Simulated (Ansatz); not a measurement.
**Energy of Pt along a strain of the cell**

System: Pt (I4/mmm, 1 atom in the cell).
Method: DFT PBEsol, scalar-relativistic, plane waves, PAW, no spin polarisation (Ansatz 0.2.0).

The 5 runs differ only in the geometry, by a strain of the cell at fixed fractional positions. Against run 3, the strain is εxx = η and εyy = η. The structure derives from an entry of the Crystallography Open Database.

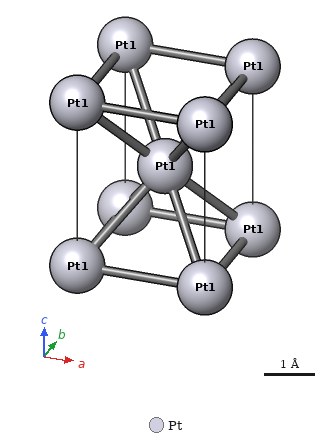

Figure 1. The structure of run 3 (ball-and-stick view of the cell 2 times as large as that of the calculation, set on its symmetry axes, seen at an oblique angle; atoms are numbered from 1 in the order of the input). An atom can appear more than once, as a periodic image.

### Input of run 3
```yaml
crystal:
  lattice:
    - [0.0, 1.9579, 1.860005]
    - [1.9579, 0.0, 1.860005]
    - [1.9579, 1.9579, 0.0]
  atoms:
    - { symbol: Pt, position: [0.0, 0.0, 0.0] }
basis:
  ecutwfc: 420
kpoints:
  mp_grid: { grid: [20, 20, 20] }
hamiltonian:
  xc: pbesol
scf:
  occupations: { method: gaussian, width: 0.15 }
output:
  forces: true
  stress: true
  eigenvalues: true
```

Command:
```bash
ansatz run input.yaml --threads 1 --pin off --max-ram 2560MiB --backend cpu --events-out ev --progress --plain --runs-dir out
```

Lattice vectors (Å) and fractional positions of run 3:
```
   0.000000    1.957900    1.860005
   1.957900    0.000000    1.860005
   1.957900    1.957900    0.000000
Pt  0.000000  0.000000  0.000000
```

Run 2 differs from it as follows:
```diff
-    - [0.0, 1.9579, 1.860005]
-    - [1.9579, 0.0, 1.860005]
-    - [1.9579, 1.9579, 0.0]
+    - [0.0, 1.9089525, 1.860005]
+    - [1.9089525, 0.0, 1.860005]
+    - [1.9089525, 1.9089525, 0.0]
```

### Results, with one run withheld

| run | strain parameter η (%) | free energy per atom, from the lowest run given (meV) | pressure (GPa) |
| --- | --- | --- | --- |
| 1 | −5.0000 | 374.93 | 67.61 |
| 2 | −2.5000 | ? | ? |
| 3 | 0.0000 | 34.35 | 17.96 |
| 4 | 2.5000 | 0.00 | 1.67 |
| 5 | 5.0000 | 30.20 | −10.56 |

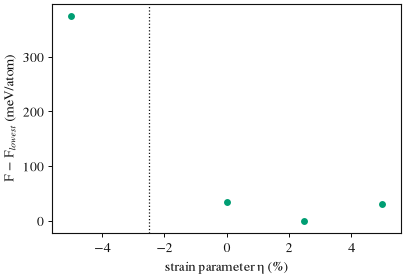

Figure 2. Free energy per atom of the runs given; the dotted line marks run 2.

Estimate the energy of run 2 from the others.

A quadratic polynomial in the coordinate, fitted to the 4 runs given, misses them by at most 5.69 meV per atom. With x = η − 0.6250, it reads F = 19.822 − 25.956 x + 6.5864 x² (meV per atom). At run 2 it gives 165.25 meV per atom, and the run itself gives 151.51. The fit has its minimum at η = 2.5954 %. The miss comes from the order of the polynomial or from scatter in that run; these data can't tell which.

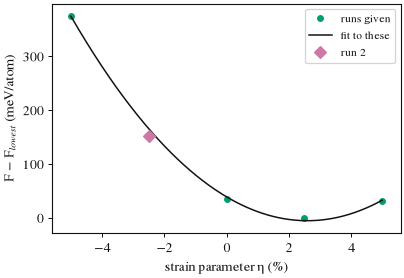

Figure 3. The fit and the withheld run.

### Output, shortened to warnings, some set-up lines, iterations and results (run 2)
```
Basis set: ecut = 420 eV, 275 PW (Γ), exchange–correlation on 36×36×40 points (8 copies of the dense FFT grid, shifted against one another)
Symmetry: 16 space group operations
k-points: 641 of 8000
Initial density: superposition of atomic densities (neutral atoms: chi_scale 0, normalization atom), corrected by the library's trained network
[...]
SCF iter   1: F=—  HF=-12383.665465 eV  |F-HF|=—  |Δ(HF+E_count)|=         —  Δρ=6.25e-3  dr2=3.72e-3  ethr=1.77e-3  ⟨swp⟩=5.0  Hψ=45770  notcnv=0
SCF iter   2: F=—  HF=-12383.663988 eV  |F-HF|=—  |Δ(HF+E_count)|=   1.48e-3  Δρ=1.95e-3  dr2=1.17e-4  ethr=2.06e-5  ⟨swp⟩=2.6  Hψ=17637  notcnv=0
SCF iter   3: F=—  HF=-12383.664007 eV  |F-HF|=—  |Δ(HF+E_count)|=   1.93e-5  Δρ=9.85e-4  dr2=2.28e-5  ethr=6.49e-7  ⟨swp⟩=2.3  Hψ=14394  notcnv=0
SCF iter   4: F=—  HF=-12383.664021 eV  |F-HF|=—  |Δ(HF+E_count)|=   1.41e-5  Δρ=1.19e-4  dr2=3.05e-7  ethr=1.27e-7  ⟨swp⟩=2.0  Hψ=14094  notcnv=0
SCF iter   5: F=-12383.664022 eV  HF=-12383.664022 eV  |F-HF|=1.18e-9  |Δ(HF+E_count)|=   3.95e-7  Δρ=1.25e-5  dr2=6.12e-9  ethr=1.69e-9  ⟨swp⟩=2.2  Hψ=11620  notcnv=0
SCF iter   6: F=-12383.664022 eV  HF=-12383.664022 eV  |F-HF|=9.09e-11  |Δ(HF+E_count)|=  1.49e-10  Δρ=1.45e-6  dr2=1.64e-10  ethr=3.40e-11  ⟨swp⟩=1.1  Hψ=25042  notcnv=0
SCF 1 converged in 6 iterations: F = -12383.664022 eV  dr2 = 1.64e-10
SCF converged after 6 iterations
Free energy (F): -12383.664022 eV
Harris-Foulkes:  -12383.664022 eV  (|F-HF|=9.09e-11)
Internal energy: -12383.647784 eV  (E = F + TS)
E sigma→0 (E₀):  -12383.655903 eV
Entropy (-TS):   -0.016237 eV (-16.237 meV/atom)
Fermi energy:    26.742182 eV
--- Per-component energies (eV) ---
  E_band       = -78.750423
  E_kinetic    = 642.986647
  E_local      = -1322.283239  (includes V_loc(G=0)·N_el)
  E_nonlocal   = 203.106960
  E_hartree    = 497.119264
  E_xc         = -262.365887
  E_vxc        = -305.093977  (∫ρ·V_xc dr)
  E_paw        = -9316.808871  (= ΣΔE_a)
  E_vpaw       = -291.705940  (= ΣTr[D̂ρ^β])
  E_aug_tail   = 0.000173  (compensation charges beyond the density's cutoff)
  E_ewald      = -2825.689813
  E_core_change = 0.286981  (= ΣΔE_core)
  E_smearing   = -0.016237  (= −TS)
  E_closure    = -0.000000  (closes the sum)
  Σ components = -12383.664022   (vs F -12383.664022, Δ=0.00e0)
--- Forces (eV/Å), atoms counted from 1 ---
  atom   1  Pt     0.00000000     0.00000000     0.00000000
  max |Σ_I F_I| component: 1.85e-32 eV/Å
--- Stress (GPa, compression-positive) ---
       38.235935       0.000000       0.000000
        0.000000      38.235935       0.000000
        0.000000       0.000000      41.869209
  P = ⅓ Tr σ = 39.4470 GPa (394.470 kbar)
```

Notes: Spin–orbit coupling is left out, which matters for Pt.
